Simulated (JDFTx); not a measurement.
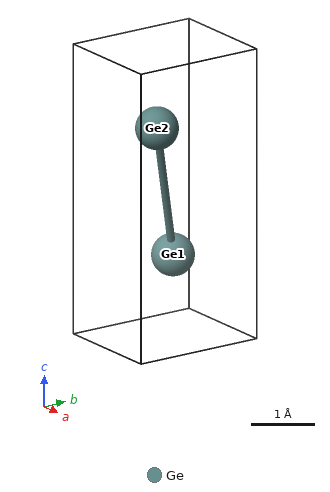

**Figure 1.** The structure (ball-and-stick view of the cell of the calculation, seen slightly off an axis; atoms are numbered from 1 in the order of the input). An atom can appear more than once, as a periodic image. Near neighbours in the periodic cell (some may lie outside the picture): Ge has 12 Ge at 2.92 to 2.99 Å.

**Run report: Ge, single-point calculation at one volume of an equation of state**

Ge (2 atoms in the cell), computed with Kohn-Sham DFT of a periodic cell, PBEsol, PseudoDojo-SR-PBEsol-0.4.1-standard, no spin polarisation (JDFTx 1.7.0 (patched build)).

The structure derives from a Materials Project entry. It belongs to a series of runs on one base structure; here: volume scaled by 1.0.

Output:
```
*************** JDFTx 1.7.0 (patched build) ***************

Input parsed successfully to the following command list (including defaults):
[... the input with its defaults ...]

---------- Setting up symmetries ----------

Non-trivial transmission matrix:
[   1   0   0  ]
[   1   1   0  ]
[   0   0   1  ]
with reduced lattice vectors:
[      5.624025      2.812012      0.000000  ]
[      0.000000      4.903253      0.000000  ]
[      0.000000      0.000000      8.933861  ]

Found 8 point-group symmetries of the bravais lattice
Found 8 space-group symmetries with basis
Applied RMS atom displacement 0 bohrs to make symmetries exact.

---------- Initializing the Grid ----------
R =
[      2.81201      2.81201            0  ]
[     -4.90325      4.90325            0  ]
[            0            0      8.93386  ]
unit cell volume = 246.36
G =
[     1.1172  -0.640716          0  ]
[     1.1172   0.640716         -0  ]
[         -0          0     0.7033  ]
Minimum fftbox size, Smin = [  48  48  72  ]
Chosen fftbox size, S = [  48  48  72  ]

---------- Initializing tighter grid for wavefunction operations ----------
R =
[      2.81201      2.81201            0  ]
[     -4.90325      4.90325            0  ]
[            0            0      8.93386  ]
unit cell volume = 246.36
G =
[     1.1172  -0.640716          0  ]
[     1.1172   0.640716         -0  ]
[         -0          0     0.7033  ]
Minimum fftbox size, Smin = [  32  32  52  ]
Chosen fftbox size, S = [  32  32  54  ]

---------- Exchange Correlation functional ----------
Initalized PBEsol GGA exchange.
Initalized PBEsol GGA correlation.

---------- Setting up pseudopotentials ----------
Width of ionic core gaussian charges (only for fluid interactions / plotting) set to 0

Reading pseudopotential file 'pseudo/Ge.upf':
  'Ge' pseudopotential, 'PBESOL' functional
  Generated using ONCVPSP code by D. R. Hamann
  14 valence electrons, 3 orbitals, 6 projectors, 1001 radial grid points, with lMax = 2
    3D    l: 2   occupation: 10.0   eigenvalue: -1.077211
    4S    l: 0   occupation:  2.0   eigenvalue: -0.431575
    4P    l: 1   occupation:  2.0   eigenvalue: -0.143216
  Core radius for overlap checks: 1.83 bohrs.

Initialized 1 species with 2 total atoms.

Folded 1 k-points by 10x10x6 to 600 k-points.

---------- Setting up k-points, bands, fillings ----------
Reduced to 124 k-points under symmetry.
Computing the number of bands and number of electrons
Calculating initial fillings.
nElectrons:  28.000000   nBands: 21   nStates: 124

----- Setting up reduced wavefunction bases (one per k-point) -----
average nbasis = 2865.942 , ideal nbasis = 2865.904

---------- Setting up ewald sum ----------
Optimum gaussian width for ewald sums = 2.228069 bohr.
Real space sum over 1521 unit cells with max indices [  6  6  4  ]
Reciprocal space sum over 2057 terms with max indices [  5  5  8  ]

---------- Allocating electronic variables ----------
Initializing wave functions:  linear combination of atomic orbitals
Note: number of bands (21) exceeds available atomic orbitals (18)
Ge pseudo-atom occupations:   s ( 2 )  p ( 2 )  d ( 10 )
	FillingsUpdate:  mu: +0.476743166  nElectrons: 28.000000
LCAOMinimize: Iter:   0  F: -159.8254866446437177  |grad|_K:  2.195e-05  alpha:  1.000e+00
	FillingsUpdate:  mu: +0.476824428  nElectrons: 28.000000
LCAOMinimize: Iter:   1  F: -159.8254988321268399  |grad|_K:  2.579e-07  alpha:  9.254e-01  linmin: -1.195e-02  cgtest:  2.161e-01
LCAOMinimize: Encountered beta<0, resetting CG.
	FillingsUpdate:  mu: +0.476824741  nElectrons: 28.000000
LCAOMinimize: Iter:   2  F: -159.8254988334447830  |grad|_K:  3.062e-08  alpha:  7.252e-01  linmin:  7.512e-04  cgtest: -4.463e-03
	FillingsUpdate:  mu: +0.476824775  nElectrons: 28.000000
LCAOMinimize: Iter:   3  F: -159.8254988334691120  |grad|_K:  1.567e-09  alpha:  9.331e-01  linmin:  4.080e-02  cgtest: -6.714e-01
LCAOMinimize: Converged (|Delta F|<1.000000e-06 for 2 iters).

-------- Electronic minimization -----------
Will mix electronic density at each iteration.
	FillingsUpdate:  mu: +0.476824775  nElectrons: 28.000000
	FillingsUpdate:  mu: +0.463250446  nElectrons: 28.000000
SCF: Cycle:  0   F: -159.873519888606950   dF: -4.802e-02   |Residual|: 1.953e-02   |deigs|: 3.046e-01
	FillingsUpdate:  mu: +0.462361735  nElectrons: 28.000000
SCF: Cycle:  1   F: -159.874214194478810   dF: -6.943e-04   |Residual|: 9.964e-03   |deigs|: 4.751e-03
	FillingsUpdate:  mu: +0.461762799  nElectrons: 28.000000
SCF: Cycle:  2   F: -159.874280292071234   dF: -6.610e-05   |Residual|: 3.205e-03   |deigs|: 3.438e-03
	FillingsUpdate:  mu: +0.461742192  nElectrons: 28.000000
SCF: Cycle:  3   F: -159.874282495492878   dF: -2.203e-06   |Residual|: 3.852e-04   |deigs|: 3.828e-04
	FillingsUpdate:  mu: +0.461730857  nElectrons: 28.000000
SCF: Cycle:  4   F: -159.874283125384920   dF: -6.299e-07   |Residual|: 2.000e-04   |deigs|: 9.579e-05
	FillingsUpdate:  mu: +0.461732324  nElectrons: 28.000000
SCF: Cycle:  5   F: -159.874283241508323   dF: -1.161e-07   |Residual|: 9.245e-05   |deigs|: 3.826e-05
	FillingsUpdate:  mu: +0.461734303  nElectrons: 28.000000
SCF: Cycle:  6   F: -159.874283290169643   dF: -4.866e-08   |Residual|: 1.885e-05   |deigs|: 2.251e-05
	FillingsUpdate:  mu: +0.461734423  nElectrons: 28.000000
SCF: Cycle:  7   F: -159.874283299479487   dF: -9.310e-09   |Residual|: 5.437e-06   |deigs|: 4.511e-06
	FillingsUpdate:  mu: +0.461734628  nElectrons: 28.000000
SCF: Cycle:  8   F: -159.874283303624026   dF: -4.145e-09   |Residual|: 5.497e-06   |deigs|: 2.674e-06
	FillingsUpdate:  mu: +0.461734562  nElectrons: 28.000000
SCF: Cycle:  9   F: -159.874283304547845   dF: -9.238e-10   |Residual|: 3.115e-06   |deigs|: 1.634e-06
	FillingsUpdate:  mu: +0.461734579  nElectrons: 28.000000
SCF: Cycle: 10   F: -159.874283305048607   dF: -5.008e-10   |Residual|: 1.425e-06   |deigs|: 2.506e-06
SCF: Converged (|Delta E|<1.000000e-09 for 2 iters).

Setting wave functions to eigenvectors of Hamiltonian

# Stress tensor in Cartesian coordinates [Eh/a0^3]:
[  1.31354e-05            0            0  ]
[            0  5.56082e-06            0  ]
[            0            0 -7.20893e-05  ]

# Ionic positions in lattice coordinates:
ion Ge   0.333446630000000   0.666553370000000   0.250000000000000 1
ion Ge   0.666553370000000   0.333446630000000   0.750000000000000 1

# Forces in Cartesian coordinates:
force Ge  -0.000000000000000  -0.000011539075753   0.000000000000000 1
force Ge   0.000000000000000   0.000011539075753   0.000000000000000 1

# Energy components:
   Eewald =     -113.7543235755242961
       EH =       43.6907789330826191
     Eloc =     -104.7480234902883467
      Enl =      -94.4447411955615195
      Exc =      -43.1828345057482181
 Exc_core =       18.5098974850606268
       KE =      134.0552734731437852
-------------------------------------
     Etot =     -159.8739728758353920
       TS =        0.0003104292132213
-------------------------------------
        F =     -159.8742833050486070

IonicMinimize: Iter:   0  F: -159.874283305048607  |grad|_K:  6.662e-06
IonicMinimize: Converged (|grad|_K<1.000000e-04).

#--- Lowdin population analysis ---
# oxidation-state Ge +0.037 +0.037

Dumping 'run.eigStats' ...
	eMin: -0.445637 at state 120 ( [ +0.500000 +0.500000 +0.000000 ] spin 0 )
	HOMO: +0.460997 at state 97 ( [ +0.300000 +0.500000 +0.166667 ] spin 0 )
	mu  : +0.461735
	LUMO: +0.461942 at state 67 ( [ +0.200000 +0.300000 +0.500000 ] spin 0 )
	eMax: +1.110306 at state 108 ( [ +0.400000 +0.400000 +0.000000 ] spin 0 )
	HOMO-LUMO gap: +0.000945
	Optical gap  : +0.024264 at state 97 ( [ +0.300000 +0.500000 +0.166667 ] spin 0 )
Done!
```

This output came from the following input.

Input file:
```
lattice \
    2.8120124872     2.8120124872     0.0000000000 \
   -4.9032527413     4.9032527413     0.0000000000 \
    0.0000000000     0.0000000000     8.9338612710
coords-type Lattice
ion Ge     0.3334466300     0.6665533700     0.2500000000 1
ion Ge     0.6665533700     0.3334466300     0.7500000000 1

ion-species pseudo/Ge.upf
elec-cutoff 39 312
elec-ex-corr gga-PBEsol
kpoint-folding 10 10 6
elec-smearing Fermi 0.0018374661
elec-n-bands 21
electronic-SCF nIterations 100 energyDiffThreshold 1e-09
electronic-minimize nIterations 30 energyDiffThreshold 1e-7
forces-output-coords Cartesian

dump-name run.$VAR
dump End Ecomponents EigStats BandEigs Kpoints Forces Stress
```

Run as:
```bash
jdftx -c 1 -i Ge.in -o Ge.out
```

Key numbers:

| quantity | value |
| --- | --- |
| outcome | converged |
| space group (tolerance 0.01 Å) | Cmcm (63) |
| electrons treated | 28 |
| free energy | −4350.4009 eV |
| Fermi energy | 12.564 eV |
| gap on the k-point mesh | none (metallic) |
| pressure | 0.52 GPa |
| largest force (length of the vector) | 0.001 eV/Å |
| hardware | 1 thread of Intel Xeon (Sapphire Rapids), 32 GiB of memory available, shared host |
| wall time | 1.9 min |
| peak memory | 0.37 GiB |
